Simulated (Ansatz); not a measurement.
# Al23N24 (cell with a defect): what the fields show

The calculation's input:

```
crystal:
  lattice:
    - [3.1302084199, -5.4216800216, 5.0180433219]
    - [3.1302084199, 5.4216800216, 5.0180433219]
    - [-6.2604168399, 0.0, 5.0180433219]
  atoms:
    - { symbol: Al, position: [0.999744742, 0.6664114086, 0.8330780753] }
    - { symbol: Al, position: [0.3330780753, 0.499744742, 0.6664114086] }
    - { symbol: Al, position: [0.8330780753, 0.499744742, 0.1664114086] }
    - { symbol: Al, position: [0.1664114086, 0.3330780753, 0.999744742] }
    - { symbol: Al, position: [0.499744742, 0.6664114086, 0.3330780753] }
    - { symbol: Al, position: [0.8330780753, 0.999744742, 0.6664114086] }
    - { symbol: Al, position: [0.1664114086, 0.8330780753, 0.499744742] }
    - { symbol: Al, position: [0.499744742, 0.1664114086, 0.8330780753] }
    - { symbol: Al, position: [0.6664114086, 0.8330780753, 0.999744742] }
    - { symbol: Al, position: [0.999744742, 0.1664114086, 0.3330780753] }
    - { symbol: Al, position: [0.3330780753, 0.999744742, 0.1664114086] }
    - { symbol: Al, position: [0.6664114086, 0.499744742, 0.8330780753] }
    - { symbol: Al, position: [0.999744742, 0.8330780753, 0.1664114086] }
    - { symbol: Al, position: [0.3330780753, 0.6664114086, 0.999744742] }
    - { symbol: Al, position: [0.8330780753, 0.6664114086, 0.499744742] }
    - { symbol: Al, position: [0.1664114086, 0.499744742, 0.3330780753] }
    - { symbol: Al, position: [0.499744742, 0.8330780753, 0.6664114086] }
    - { symbol: Al, position: [0.8330780753, 0.1664114086, 0.999744742] }
    - { symbol: Al, position: [0.1664114086, 0.999744742, 0.8330780753] }
    - { symbol: Al, position: [0.499744742, 0.3330780753, 0.1664114086] }
    - { symbol: Al, position: [0.6664114086, 0.999744742, 0.3330780753] }
    - { symbol: Al, position: [0.999744742, 0.3330780753, 0.6664114086] }
    - { symbol: Al, position: [0.3330780753, 0.1664114086, 0.499744742] }
    - { symbol: "N", position: [0.7935885914, 0.460255258, 0.6269219247], spin: 0.25 }
    - { symbol: "N", position: [0.1269219247, 0.7935885914, 0.960255258] }
    - { symbol: "N", position: [0.460255258, 0.6269219247, 0.7935885914] }
    - { symbol: "N", position: [0.960255258, 0.6269219247, 0.2935885914] }
    - { symbol: "N", position: [0.2935885914, 0.460255258, 0.1269219247] }
    - { symbol: "N", position: [0.6269219247, 0.7935885914, 0.460255258] }
    - { symbol: "N", position: [0.960255258, 0.1269219247, 0.7935885914] }
    - { symbol: "N", position: [0.2935885914, 0.960255258, 0.6269219247] }
    - { symbol: "N", position: [0.6269219247, 0.2935885914, 0.960255258] }
    - { symbol: "N", position: [0.7935885914, 0.960255258, 0.1269219247] }
    - { symbol: "N", position: [0.1269219247, 0.2935885914, 0.460255258] }
    - { symbol: "N", position: [0.460255258, 0.1269219247, 0.2935885914] }
    - { symbol: "N", position: [0.460255258, 0.2935885914, 0.6269219247], spin: 0.25 }
    - { symbol: "N", position: [0.7935885914, 0.6269219247, 0.960255258] }
    - { symbol: "N", position: [0.1269219247, 0.460255258, 0.7935885914] }
    - { symbol: "N", position: [0.6269219247, 0.460255258, 0.2935885914], spin: 0.25 }
    - { symbol: "N", position: [0.960255258, 0.2935885914, 0.1269219247] }
    - { symbol: "N", position: [0.2935885914, 0.6269219247, 0.460255258] }
    - { symbol: "N", position: [0.6269219247, 0.960255258, 0.7935885914] }
    - { symbol: "N", position: [0.960255258, 0.7935885914, 0.6269219247] }
    - { symbol: "N", position: [0.2935885914, 0.1269219247, 0.960255258] }
    - { symbol: "N", position: [0.460255258, 0.7935885914, 0.1269219247] }
    - { symbol: "N", position: [0.7935885914, 0.1269219247, 0.460255258], spin: 0.25 }
    - { symbol: "N", position: [0.1269219247, 0.960255258, 0.2935885914] }
  host:
    lattice:
      - [3.1302084199, 0.0, 0.0]
      - [-1.56510421, 2.7108400108, 0.0]
      - [0.0, 0.0, 5.0180433219]
    atoms:
      - { symbol: Al, position: [0.6666666667, 0.3333333333, 0.4992342259] }
      - { symbol: Al, position: [0.3333333333, 0.6666666667, 0.9992342259] }
      - { symbol: "N", position: [0.6666666667, 0.3333333333, 0.8807657741] }
      - { symbol: "N", position: [0.3333333333, 0.6666666667, 0.3807657741] }
basis:
  ecutwfc: 420
  xc_grid: 2
kpoints:
  mp_grid: { grid: [2, 2, 2], shift: [0.5, 0.5, 0.5] }
hamiltonian:
  xc: pbe
scf:
  occupations: { method: gaussian, width: 0.01 }
output:
  forces: true
  stress: false
  eigenvalues: true
  populations: true
  charged_corrections:
    defect_position: [0.66641141, 0.33307808, 0.49974474]
    epsilon: [[8.2944, 0.0, 0.0], [0.0, 8.2944, 0.0], [0.0, 0.0, 9.8365]]
  write_density: true
  write_potential: true
  elf: true
  volumetric_format: npy
magnetization:
  spin_polarized: true
relax:
  adjacent_minimum: "off"
  f_tol: 0.025
  max_steps: 45
```

Command:

```sh
ansatz run input.yaml --threads 4 --pin off --max-ram 6144MiB --backend cpu --events-out ev --progress --plain --runs-dir out
```

The fields are those of the relaxed geometry.

Spin-polarised.

The calculation used DFT PBE, scalar-relativistic, plane waves, PAW (Ansatz).

In a PAW calculation such maps are meaningful between the atoms, not at the nuclei.

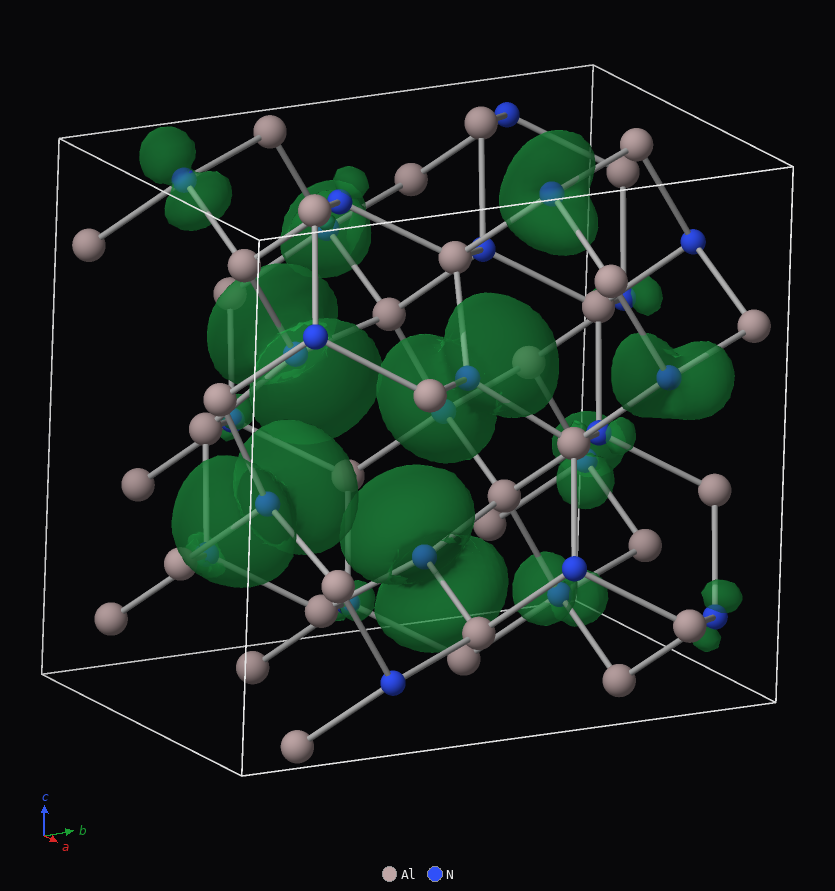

Figure 1. Isosurfaces of the spin density (up minus down) at +0.015 (green) and −0.015 e/Å³ (red), seen slightly off an axis. Sticks mark near contacts.

### Which atoms carry the moments, and with what signs?

The spin density sits on N: +0.4 μB (×4) in one cell of 47 atoms: parallel moments (a ferromagnetic arrangement) in this solution. The cell of the calculation (47 atoms) carries 3.0 μB of net spin moment. Only one sign reaches the isovalue.

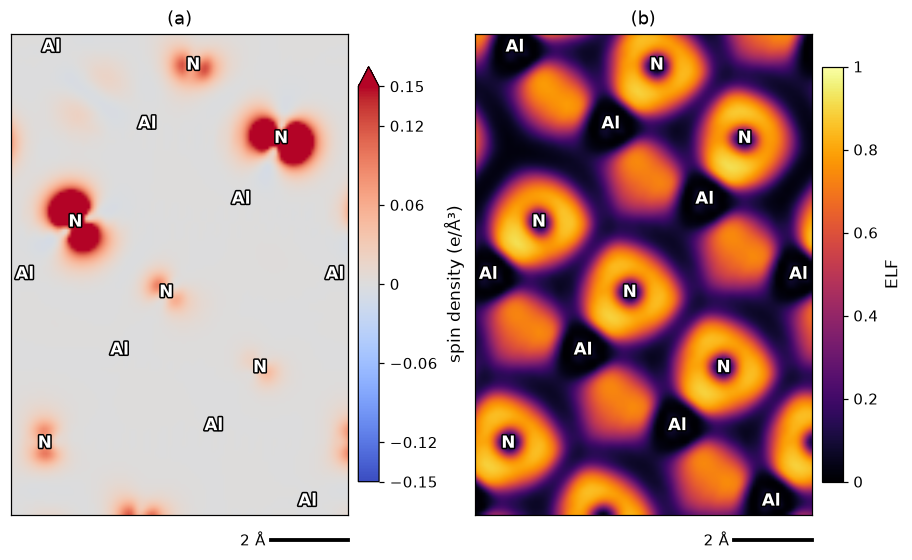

Figure 2. (a) spin density (up minus down); (b) ELF on the (011̄) plane of the calculation cell.

### Describe what can be read from this map.

The section cuts through Al and N sites.
Atoms just off the plane (Al, 0.9 Å away and N, 0.9 Å away) can leave unmarked features too.
Al–N (1.88 Å): the ELF peaks at about 0.90 between the atoms, as expected for a polar covalent bond.
Al–N (1.91 Å): the ELF peaks at about 0.90 between the atoms (a shared but strongly polarised pair).

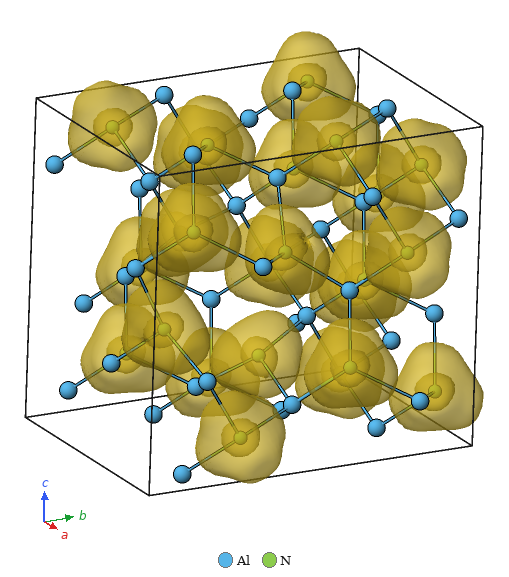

Figure 3. Isosurface of the electron localisation function at 0.7 (yellow), seen slightly off an axis. Core shells and regions of very low density are left out. Sticks mark near contacts.

### Identify the bonds, lone pairs and shells in this picture.

The ELF exceeds this value in 24 regions on N in which the atom's valence shell and bonds are merged, counted in one cell of 47 atoms. Any copies at cell faces, edges or corners count once. Profiles from the grid: Al–N (1.87 Å): the ELF peaks at about 0.90 between the atoms, as expected for a polar covalent bond.

### Does the calculation give a band gap?

It is gapped, with a Kohn–Sham gap of 0.73 eV on the k-point mesh, an upper bound to the gap of this method.
